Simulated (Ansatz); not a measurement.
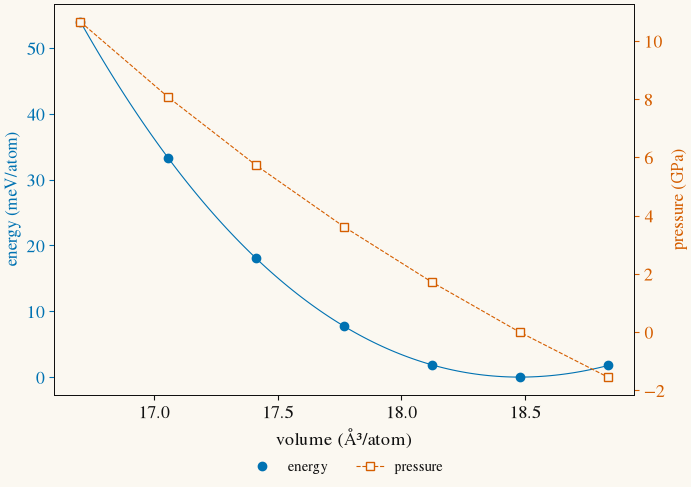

Method: plane-wave DFT, no spin polarisation; energies at scaled volumes of the given cell, shape and fractions fixed, counted from the fit's minimum, third-order Birch-Murnaghan fit (Ansatz 0.2.0). Level: PBE.

- k mesh: 7×7×6
- occupations: Fermi–Dirac
- smearing width: 0.05 eV
- potentials: Ansatz NC
- wave cutoff: 1240 eV
- density cutoff: 4960 eV

Cell as given: a = 3.814 Å, b = 3.814 Å, c = 4.887 Å, α = 90.00°, β = 90.00°, γ = 90.00°; 4 atoms.

**Figure.** Energy and pressure against volume for SnO, space group P4/nmm (No. 129).

A third-order Birch–Murnaghan fit gives V0 = 18.48 Å³/atom, B0 = 84.6 GPa and B′ = 4.4. The energy is 53.94 meV/atom at volume 16.70 Å³/atom and 1.76 meV/atom at 18.84 Å³/atom; the lowest computed point is at volume 18.48 Å³/atom (0.00 meV/atom), and no other minimum shows. The pressure falls from 10.65 GPa at volume 16.70 Å³/atom to −1.55 GPa at 18.84 Å³/atom, and changes sign near 18.48 Å³/atom.

Keep in mind: shape and atomic fractions are frozen while scaling, which makes layered, chain and framework solids too stiff.
